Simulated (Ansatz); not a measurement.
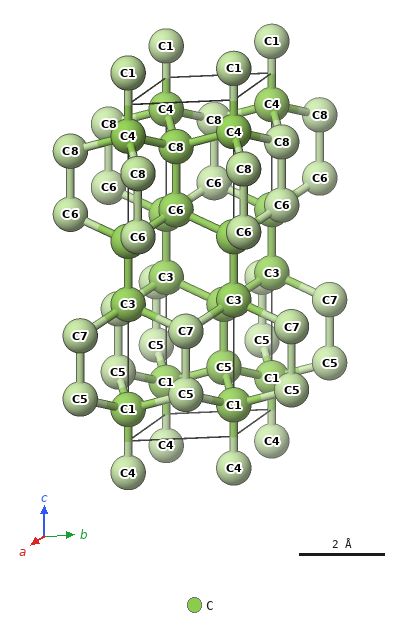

Fig. 1: The input geometry (ball-and-stick view of the cell of the calculation, seen slightly off an axis; neighbours outside the cell are drawn fainter; atoms are numbered from 1 in the order of the input).

Geometry relaxation, with input and output: C (part 1 of 2)

The run: geometry relaxation of C (P6₃/mmc, 8 atoms in the cell). Method and program: DFT PBE, scalar-relativistic, plane waves, PAW, no spin polarisation (Ansatz 0.2.0).

The structure derives from an entry of the Crystallography Open Database. Figures and captions count atoms from 1; the log counts them from 0 in places.

### Output
```
Engine: ansatz 0.2.0, aarch64-unknown-linux-gnu
Pseudopotentials: kind: paw
Pseudopotential: C, paw, valence charge 4, recommended cutoff 420 eV (normal), C.paw.azcp
Functional definition: PBE
  parameter kappa = 0.804
  parameter beta = 0.06672455060314922
  exchange = pbe_x(kappa = kappa, mu = beta*pi^2/3)
  correlation = pbe_c(beta = beta)
Crystal: 8 atoms, lattice volume = 45.376 Å³
Basis set: ecut = 420 eV, 909 PW (Γ), exchange–correlation on 36×36×120 points (8 copies of the dense FFT grid, shifted against one another)
Bands: 24, of which v1, the nominal top of the filled ones, is band 16 counted from 1 (15 counted from 0)
Symmetry: 24 space group operations
Space group: P63/mmc (ITA 194), of the structure as read, at distance tolerance 3.6e-5 Å
k-points: 57 of 576
Non-local potential: C, projectors of the file, l = 0: 2, l = 1: 2, l = 2: 1
PAW form: soft (Blöchl's): semilocal exchange-correlation on the pseudo side does not see the compensation charge
PAW one-centre angular grid: C, 110 points (default); XC on 64 Gauss nodes
Initial density: superposition of atomic densities (neutral atoms: chi_scale 0, normalization atom), corrected by the library's trained network
Initial wavefunctions: pseudopotential atomic-orbital guess
Functional: x = pbe(κ = 0.804, μ = 0.2195149727645171), c = pbe(β = 0.06672455060314922)
SCF iter   1: F=—  HF=-2006.369856 eV  |F-HF|=—  |Δ(HF+E_count)|=         —  Δρ=3.14e-3  dr2=2.76e-3  ethr=1.77e-3  ⟨swp⟩=6.1  Hψ=6555  notcnv=0
preconditioner: auto → none  [insulator: Δε(μ)=4.430 eV  Ē_g=17.027 eV  σ=0.020 eV  W_gap=1.00  n_scr=6 (ndim 8)  ℏωp=31.2 eV  f_vac=0.000  D(μ)=0.00/eV (n_scr^D=0)  ε∞_Penn≈4.4]
SCF iter   2: F=—  HF=-2006.369293 eV  |F-HF|=—  |Δ(HF+E_count)|=   5.64e-4  Δρ=1.34e-3  dr2=2.81e-4  ethr=8.61e-6  ⟨swp⟩=2.1  Hψ=2926  notcnv=0  defer=132
SCF iter   3: F=—  HF=-2006.369445 eV  |F-HF|=—  |Δ(HF+E_count)|=   1.53e-4  Δρ=4.78e-4  dr2=3.08e-5  ethr=8.78e-7  ⟨swp⟩=2.9  Hψ=2161  notcnv=0  defer=132
SCF iter   4: F=—  HF=-2006.369496 eV  |F-HF|=—  |Δ(HF+E_count)|=   5.06e-5  Δρ=9.08e-5  dr2=9.24e-7  ethr=9.62e-8  ⟨swp⟩=2.6  Hψ=2176  notcnv=0  defer=132
iter 5 did not close the SCF: its close was put off for the readings that it lacked (scf_convergence_deferred on its scf_iter line)
SCF iter   5: F=-2006.369497 eV  HF=-2006.369497 eV  |F-HF|=1.01e-8  |Δ(HF+E_count)|=   1.48e-6  Δρ=7.51e-6  dr2=9.72e-9  ethr=2.89e-9  ⟨swp⟩=2.4  Hψ=2058  notcnv=0  defer=132
SCF iter   6: F=-2006.369497 eV  HF=-2006.369497 eV  |F-HF|=6.16e-10  |Δ(HF+E_count)|=   1.14e-8  Δρ=1.30e-6  dr2=2.92e-10  ethr=3.04e-11  ⟨swp⟩=9.8  Hψ=8043  notcnv=0
SCF 1 converged in 6 iterations: F = -2006.369497 eV  dr2 = 2.92e-10
  greatest PAW one-centre occupation: 0.645 electrons in one spin orbital (limit 2), on the C atom at site 7 (counted from 0), in its partial waves of l = 0
relax step   1: F+E_penalty+E_count = -2006.36949740 eV  Δ(F+E_penalty+E_count) = +0.000e0 eV  max|allowed force component| = 3.294e-1 eV/Å  Δτ_max = 0.0000 Å  P = +2.259 GPa  Ω = 45.376 Å³  (6 SCF iters, dr2 threshold 1.00e-7 eV, accepted)
Crystal: 8 atoms, lattice volume = 45.511 Å³
Basis set: ecut = 420 eV, 885 PW (Γ), exchange–correlation on 36×36×120 points (8 copies of the dense FFT grid, shifted against one another)
Initial density: handed on by an earlier stage of this run
Initial wavefunctions: those handed on with the density
iter 1 solved again at ethr=8.02e-6 eV; its pass at ethr=3.10e-3 eV (dr2=2.57e-3 eV) is discarded
SCF iter   1: F=—  HF=-2006.383950 eV  |F-HF|=—  |Δ(HF+E_count)|=         —  Δρ=2.97e-3  dr2=2.55e-3  ethr=8.02e-6  ⟨swp⟩=2.5  Hψ=9070  notcnv=0
preconditioner: auto → none  [insulator: Δε(μ)=4.497 eV  Ē_g=16.994 eV  σ=0.020 eV  W_gap=1.00  n_scr=6 (ndim 8)  ℏωp=31.1 eV  f_vac=0.000  D(μ)=0.00/eV (n_scr^D=0)  ε∞_Penn≈4.4]
SCF iter   2: F=—  HF=-2006.383413 eV  |F-HF|=—  |Δ(HF+E_count)|=   5.37e-4  Δρ=1.21e-3  dr2=2.54e-4  ethr=7.97e-6  ⟨swp⟩=2.1  Hψ=2131  notcnv=0
SCF iter   3: F=—  HF=-2006.383429 eV  |F-HF|=—  |Δ(HF+E_count)|=   1.63e-5  Δρ=3.70e-4  dr2=2.35e-5  ethr=7.92e-7  ⟨swp⟩=2.3  Hψ=2311  notcnv=0
iter 4 did not close the SCF: its close was put off for the readings that it lacked (scf_convergence_deferred on its scf_iter line)
SCF iter   4: F=-2006.383433 eV  HF=-2006.383432 eV  |F-HF|=3.54e-7  |Δ(HF+E_count)|=   3.30e-6  Δρ=6.24e-5  dr2=4.92e-7  ethr=7.33e-8  ⟨swp⟩=2.2  Hψ=1915  notcnv=0
iter 5 did not close the SCF: its close was put off for the readings that it lacked (scf_convergence_deferred on its scf_iter line)
SCF iter   5: F=-2006.383433 eV  HF=-2006.383433 eV  |F-HF|=6.40e-9  |Δ(HF+E_count)|=   4.27e-7  Δρ=8.98e-6  dr2=1.46e-8  ethr=1.54e-9  ⟨swp⟩=2.3  Hψ=2253  notcnv=0
SCF iter   6: F=-2006.383433 eV  HF=-2006.383433 eV  |F-HF|=1.87e-10  |Δ(HF+E_count)|=   9.22e-9  Δρ=1.18e-6  dr2=2.42e-10  ethr=4.57e-11  ⟨swp⟩=5.5  Hψ=7212  notcnv=0
SCF 2 converged in 6 iterations: F = -2006.383433 eV  dr2 = 2.42e-10
  greatest PAW one-centre occupation: 0.644 electrons in one spin orbital (limit 2), on the C atom at site 3 (counted from 0), in its partial waves of l = 0
relax step   2: F+E_penalty+E_count = -2006.38343288 eV  Δ(F+E_penalty+E_count) = -1.394e-2 eV  max|allowed force component| = 3.603e-1 eV/Å  Δτ_max = 0.0074 Å  P = +0.763 GPa  Ω = 45.511 Å³  energy of the carried Pulay correction = -8.738e-4 eV  (6 SCF iters, dr2 threshold 8.00e-7 eV, accepted)
Crystal: 8 atoms, lattice volume = 45.552 Å³
iter 1 solved again at ethr=6.27e-7 eV; its pass at ethr=3.10e-3 eV (dr2=2.01e-4 eV) is discarded
SCF iter   1: F=—  HF=-2006.387534 eV  |F-HF|=—  |Δ(HF+E_count)|=         —  Δρ=7.71e-4  dr2=1.96e-4  ethr=6.27e-7  ⟨swp⟩=2.8  Hψ=7879  notcnv=0
preconditioner: auto → none  [insulator: Δε(μ)=4.503 eV  Ē_g=16.986 eV  σ=0.020 eV  W_gap=1.00  n_scr=6 (ndim 8)  ℏωp=31.1 eV  f_vac=0.000  D(μ)=0.00/eV (n_scr^D=0)  ε∞_Penn≈4.4]
SCF iter   2: F=—  HF=-2006.387510 eV  |F-HF|=—  |Δ(HF+E_count)|=   2.37e-5  Δρ=3.04e-4  dr2=1.50e-5  ethr=6.11e-7  ⟨swp⟩=2.0  Hψ=1859  notcnv=0
SCF iter   3: F=—  HF=-2006.387511 eV  |F-HF|=—  |Δ(HF+E_count)|=   1.06e-6  Δρ=1.24e-4  dr2=2.08e-6  ethr=4.68e-8  ⟨swp⟩=2.1  Hψ=2234  notcnv=0
iter 4 did not close the SCF: its close was put off for the readings that it lacked (scf_convergence_deferred on its scf_iter line)
SCF iter   4: F=-2006.387512 eV  HF=-2006.387512 eV  |F-HF|=1.41e-8  |Δ(HF+E_count)|=   6.05e-7  Δρ=1.20e-5  dr2=1.81e-8  ethr=6.50e-9  ⟨swp⟩=2.3  Hψ=2254  notcnv=0
iter 5 did not close the SCF: its close was put off for the readings that it lacked (scf_convergence_deferred on its scf_iter line)
SCF iter   5: F=-2006.387512 eV  HF=-2006.387512 eV  |F-HF|=3.39e-10  |Δ(HF+E_count)|=   1.59e-8  Δρ=1.95e-6  dr2=6.76e-10  ethr=5.64e-11  ⟨swp⟩=2.8  Hψ=2380  notcnv=0
SCF iter   6: F=-2006.387512 eV  HF=-2006.387512 eV  |F-HF|=6.37e-12  |Δ(HF+E_count)|=  4.67e-10  Δρ=1.85e-7  dr2=6.08e-12  ethr=2.11e-12  ⟨swp⟩=4.5  Hψ=6371  notcnv=0
SCF 3 converged in 6 iterations: F = -2006.387512 eV  dr2 = 6.08e-12
relax step   3: F+E_penalty+E_count = -2006.38751161 eV  Δ(F+E_penalty+E_count) = -4.079e-3 eV  max|allowed force component| = 1.892e-1 eV/Å  Δτ_max = 0.0029 Å  P = +0.393 GPa  Ω = 45.552 Å³  energy of the carried Pulay correction = -1.145e-3 eV  (6 SCF iters, dr2 threshold 8.00e-7 eV, accepted)
Crystal: 8 atoms, lattice volume = 45.594 Å³
iter 1 solved again at ethr=1.35e-6 eV; its pass at ethr=3.10e-3 eV (dr2=4.31e-4 eV) is discarded
SCF iter   1: F=—  HF=-2006.388634 eV  |F-HF|=—  |Δ(HF+E_count)|=         —  Δρ=1.07e-3  dr2=4.23e-4  ethr=1.35e-6  ⟨swp⟩=2.1  Hψ=7268  notcnv=0
preconditioner: auto → none  [insulator: Δε(μ)=4.542 eV  Ē_g=16.976 eV  σ=0.020 eV  W_gap=1.00  n_scr=6 (ndim 8)  ℏωp=31.1 eV  f_vac=0.000  D(μ)=0.00/eV (n_scr^D=0)  ε∞_Penn≈4.4]
SCF iter   2: F=—  HF=-2006.388540 eV  |F-HF|=—  |Δ(HF+E_count)|=   9.43e-5  Δρ=3.83e-4  dr2=3.28e-5  ethr=1.32e-6  ⟨swp⟩=2.1  Hψ=1857  notcnv=0
SCF iter   3: F=—  HF=-2006.388537 eV  |F-HF|=—  |Δ(HF+E_count)|=   3.22e-6  Δρ=1.34e-4  dr2=3.51e-6  ethr=1.03e-7  ⟨swp⟩=2.4  Hψ=2261  notcnv=0
iter 4 did not close the SCF: its close was put off for the readings that it lacked (scf_convergence_deferred on its scf_iter line)
SCF iter   4: F=-2006.388537 eV  HF=-2006.388537 eV  |F-HF|=2.35e-8  |Δ(HF+E_count)|=   2.34e-7  Δρ=1.95e-5  dr2=7.30e-8  ethr=1.10e-8  ⟨swp⟩=2.5  Hψ=1952  notcnv=0
iter 5 did not close the SCF: its close was put off for the readings that it lacked (scf_convergence_deferred on its scf_iter line)
SCF iter   5: F=-2006.388537 eV  HF=-2006.388537 eV  |F-HF|=6.23e-11  |Δ(HF+E_count)|=   3.17e-8  Δρ=2.33e-6  dr2=1.32e-9  ethr=2.28e-10  ⟨swp⟩=2.3  Hψ=2253  notcnv=0
SCF iter   6: F=-2006.388537 eV  HF=-2006.388537 eV  |F-HF|=3.23e-11  |Δ(HF+E_count)|=  4.01e-10  Δρ=4.67e-7  dr2=3.21e-11  ethr=4.13e-12  ⟨swp⟩=4.7  Hψ=6468  notcnv=0
SCF 4 converged in 6 iterations: F = -2006.388537 eV  dr2 = 3.21e-11
  greatest PAW one-centre occupation: 0.644 electrons in one spin orbital (limit 2), on the C atom at site 2 (counted from 0), in its partial waves of l = 0
relax step   4: F+E_penalty+E_count = -2006.38853709 eV  Δ(F+E_penalty+E_count) = -1.025e-3 eV  max|allowed force component| = 7.562e-4 eV/Å  Δτ_max = 0.0032 Å  P = +0.014 GPa  Ω = 45.594 Å³  energy of the carried Pulay correction = -1.416e-3 eV  (6 SCF iters, dr2 threshold 8.00e-7 eV, accepted)
Initial wavefunctions: pseudopotential atomic-orbital guess (no wavefunctions were taken with the density)
iter 1 solved again at ethr=6.28e-9 eV; its pass at ethr=3.10e-3 eV (dr2=2.01e-6 eV) is discarded
SCF iter   1: F=—  HF=-2006.390104 eV  |F-HF|=—  |Δ(HF+E_count)|=         —  Δρ=7.97e-5  dr2=3.62e-7  ethr=6.28e-9  ⟨swp⟩=4.0  Hψ=10866  notcnv=0
preconditioner: auto → none  [insulator: Δε(μ)=4.541 eV  Ē_g=16.976 eV  σ=0.020 eV  W_gap=1.00  n_scr=6 (ndim 8)  ℏωp=31.1 eV  f_vac=0.000  D(μ)=0.00/eV (n_scr^D=0)  ε∞_Penn≈4.4]
SCF iter   2: F=—  HF=-2006.390120 eV  |F-HF|=—  |Δ(HF+E_count)|=   1.65e-5  Δρ=4.01e-5  dr2=8.64e-8  ethr=1.13e-9  ⟨swp⟩=2.6  Hψ=2232  notcnv=0
SCF iter   3: F=—  HF=-2006.390121 eV  |F-HF|=—  |Δ(HF+E_count)|=   2.74e-7  Δρ=1.50e-6  dr2=1.91e-10  ethr=2.70e-10  ⟨swp⟩=2.3  Hψ=2239  notcnv=0
iter 4 did not close the SCF: its close was put off for the readings that it lacked (scf_convergence_deferred on its scf_iter line)
SCF iter   4: F=-2006.390121 eV  HF=-2006.390121 eV  |F-HF|=1.71e-11  |Δ(HF+E_count)|=  5.11e-10  Δρ=2.11e-7  dr2=3.23e-11  ethr=1.00e-12  ⟨swp⟩=2.2  Hψ=2243  notcnv=0
iter 5 did not close the SCF: its close was put off for the readings that it lacked (scf_convergence_deferred on its scf_iter line)
SCF iter   5: F=-2006.390121 eV  HF=-2006.390121 eV  |F-HF|=1.82e-12  |Δ(HF+E_count)|=  2.50e-12  Δρ=8.68e-8  dr2=2.18e-12  ethr=1.00e-12  ⟨swp⟩=1.0  Hψ=1369  notcnv=0
iter 6 did not close the SCF: its close was put off for the readings that it lacked (scf_convergence_deferred on its scf_iter line)
SCF iter   6: F=-2006.390121 eV  HF=-2006.390121 eV  |F-HF|=9.09e-13  |Δ(HF+E_count)|=  2.73e-12  Δρ=2.88e-8  dr2=1.98e-13  ethr=1.00e-12  ⟨swp⟩=1.0  Hψ=1368  notcnv=0
iter 7 did not close the SCF: its close was put off for the readings that it lacked (scf_convergence_deferred on its scf_iter line)
SCF iter   7: F=-2006.390121 eV  HF=-2006.390121 eV  |F-HF|=4.55e-13  |Δ(HF+E_count)|=  4.55e-13  Δρ=8.87e-9  dr2=2.29e-14  ethr=1.00e-12  ⟨swp⟩=1.0  Hψ=1368  notcnv=0
SCF iter   8: F=-2006.390121 eV  HF=-2006.390121 eV  |F-HF|=0.00e0  |Δ(HF+E_count)|=  4.55e-13  Δρ=2.38e-9  dr2=1.07e-15  ethr=1.00e-12  ⟨swp⟩=2.5  Hψ=4053  notcnv=0
SCF 5 converged in 8 iterations: F = -2006.390121 eV  dr2 = 1.07e-15
relax step   5: F+E_penalty+E_count = -2006.39012063 eV  Δ(F+E_penalty+E_count) = -1.584e-3 eV  max|allowed force component| = 1.258e-3 eV/Å  Δτ_max = 0.0000 Å  P = +0.067 GPa  Ω = 45.594 Å³  stress off target by 1.78e-1 GPa  SCF on the basis re-selected at this cell (its energy is not comparable with the rows above)  (8 SCF iters)
basis re-selected at this cell: Δ(F+E_penalty+E_count) = -1.584e-3 eV, ΔP = +0.053 GPa vs the last step (what re-selecting the basis moved, of the pressure what is left beyond the Pulay correction that the steps carried, after the strain that the cell walked since its last selection, with what the two solves' SCF thresholds leave and, on support functions, any second-order correction that the steps lacked; it is no measure of the basis error at this ecutwfc). This SCF's stress stands 1.78e-1 GPa from its target on what of the cell is left free (relax.cell.stress_tol is 5.00e-2 GPa) and its largest allowed force component is 1.26e-3 eV/Å (relax.f_tol is 5.00e-3 eV/Å): not within both, so this SCF does not close the relaxation
Crystal: 8 atoms, lattice volume = 45.600 Å³
iter 1 solved again at ethr=2.34e-9 eV; its pass at ethr=3.10e-3 eV (dr2=7.47e-7 eV) is discarded
SCF iter   1: F=—  HF=-2006.390067 eV  |F-HF|=—  |Δ(HF+E_count)|=         —  Δρ=4.96e-5  dr2=7.40e-7  ethr=2.34e-9  ⟨swp⟩=2.1  Hψ=7362  notcnv=0
preconditioner: auto → none  [insulator: Δε(μ)=4.542 eV  Ē_g=16.974 eV  σ=0.020 eV  W_gap=1.00  n_scr=6 (ndim 8)  ℏωp=31.1 eV  f_vac=0.000  D(μ)=0.00/eV (n_scr^D=0)  ε∞_Penn≈4.4]
SCF iter   2: F=—  HF=-2006.390083 eV  |F-HF|=—  |Δ(HF+E_count)|=   1.55e-5  Δρ=2.04e-5  dr2=1.14e-7  ethr=2.31e-9  ⟨swp⟩=2.4  Hψ=2237  notcnv=0
iter 3 did not close the SCF: its close was put off for the readings that it lacked (scf_convergence_deferred on its scf_iter line)
SCF iter   3: F=-2006.390083 eV  HF=-2006.390083 eV  |F-HF|=4.07e-10  |Δ(HF+E_count)|=   2.25e-8  Δρ=1.90e-6  dr2=5.45e-10  ethr=3.57e-10  ⟨swp⟩=2.9  Hψ=2446  notcnv=0
iter 4 did not close the SCF: its close was put off for the readings that it lacked (scf_convergence_deferred on its scf_iter line)
SCF iter   4: F=-2006.390083 eV  HF=-2006.390083 eV  |F-HF|=6.14e-11  |Δ(HF+E_count)|=  4.88e-10  Δρ=3.40e-7  dr2=8.92e-11  ethr=1.70e-12  ⟨swp⟩=2.3  Hψ=2144  notcnv=0
iter 5 did not close the SCF: its close was put off for the readings that it lacked (scf_convergence_deferred on its scf_iter line)
SCF iter   5: F=-2006.390083 eV  HF=-2006.390083 eV  |F-HF|=4.55e-13  |Δ(HF+E_count)|=  1.86e-11  Δρ=8.18e-8  dr2=2.37e-12  ethr=1.00e-12  ⟨swp⟩=2.3  Hψ=1906  notcnv=0
SCF iter   6: F=-2006.390083 eV  HF=-2006.390083 eV  |F-HF|=4.55e-13  |Δ(HF+E_count)|=  1.36e-12  Δρ=1.95e-8  dr2=6.06e-14  ethr=1.00e-12  ⟨swp⟩=3.7  Hψ=4941  notcnv=0
SCF 6 converged in 6 iterations: F = -2006.390083 eV  dr2 = 6.06e-14
relax step   6: F+E_penalty+E_count = -2006.39008294 eV  Δ(F+E_penalty+E_count) = +3.769e-5 eV  max|allowed force component| = 3.024e-4 eV/Å  Δτ_max = 0.0000 Å  P = +0.008 GPa  Ω = 45.600 Å³  energy of the carried Pulay correction = -4.133e-5 eV  (6 SCF iters, accepted)
iter 1 solved again at ethr=5.56e-9 eV; its pass at ethr=3.10e-3 eV (dr2=1.78e-6 eV) is discarded
SCF iter   1: F=—  HF=-2006.390079 eV  |F-HF|=—  |Δ(HF+E_count)|=         —  Δρ=1.12e-6  dr2=8.22e-11  ethr=5.56e-9  ⟨swp⟩=4.1  Hψ=10919  notcnv=0
iter 2 did not close the SCF: its close was put off for the readings that it lacked (scf_convergence_deferred on its scf_iter line)
SCF iter   2: F=-2006.390095 eV  HF=-2006.390095 eV  |F-HF|=1.34e-10  |Δ(HF+E_count)|=   1.62e-5  Δρ=5.20e-7  dr2=1.65e-11  ethr=1.00e-12  ⟨swp⟩=3.1  Hψ=3135  notcnv=0
iter 3 did not close the SCF: its close was put off for the readings that it lacked (scf_convergence_deferred on its scf_iter line)
SCF iter   3: F=-2006.390095 eV  HF=-2006.390095 eV  |F-HF|=5.71e-11  |Δ(HF+E_count)|=  8.16e-11  Δρ=3.37e-7  dr2=6.51e-12  ethr=1.00e-12  ⟨swp⟩=1.0  Hψ=1368  notcnv=0
iter 4 did not close the SCF: its close was put off for the readings that it lacked (scf_convergence_deferred on its scf_iter line)
SCF iter   4: F=-2006.390095 eV  HF=-2006.390095 eV  |F-HF|=0.00e0  |Δ(HF+E_count)|=  6.00e-11  Δρ=2.17e-8  dr2=2.73e-13  ethr=1.00e-12  ⟨swp⟩=1.0  Hψ=1368  notcnv=0
iter 5 did not close the SCF: its close was put off for the readings that it lacked (scf_convergence_deferred on its scf_iter line)
SCF iter   5: F=-2006.390095 eV  HF=-2006.390095 eV  |F-HF|=4.55e-13  |Δ(HF+E_count)|=  4.55e-13  Δρ=1.13e-8  dr2=1.57e-14  ethr=1.00e-12  ⟨swp⟩=1.0  Hψ=1368  notcnv=0
SCF iter   6: F=-2006.390095 eV  HF=-2006.390095 eV  |F-HF|=0.00e0  |Δ(HF+E_count)|=    0.00e0  Δρ=5.12e-9  dr2=2.66e-15  ethr=1.00e-12  ⟨swp⟩=2.8  Hψ=4160  notcnv=0
SCF 7 converged in 6 iterations: F = -2006.390095 eV  dr2 = 2.66e-15
relax step   7: F+E_penalty+E_count = -2006.39009522 eV  Δ(F+E_penalty+E_count) = -1.228e-5 eV  max|allowed force component| = 3.072e-4 eV/Å  Δτ_max = 0.0000 Å  P = +0.008 GPa  Ω = 45.600 Å³  stress off target by 8.39e-3 GPa  SCF on the basis re-selected at this cell (its energy is not comparable with the rows above)  (6 SCF iters)
```

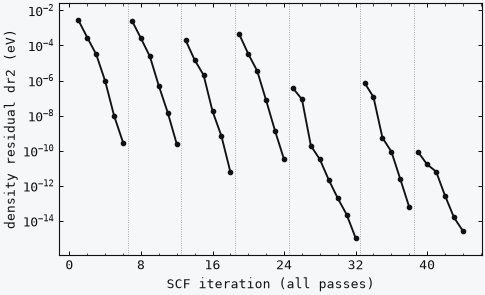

Fig. 2: Convergence of the self-consistent field: density residual dr2 against the SCF iteration. The dotted lines part the SCF passes of the relaxation: geometry steps, rejected trials and re-solves on a re-selected basis. The 7 passes take 6 to 8 iterations each, 44 in all.

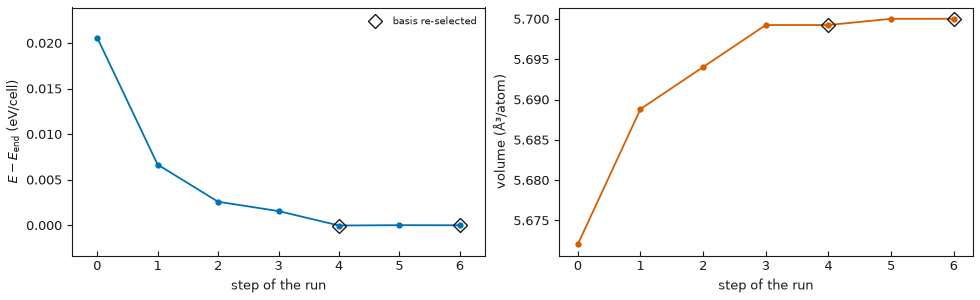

Fig. 3: Progress of the relaxation, step by step (the first geometry is step 0 here and step 1 in the log).
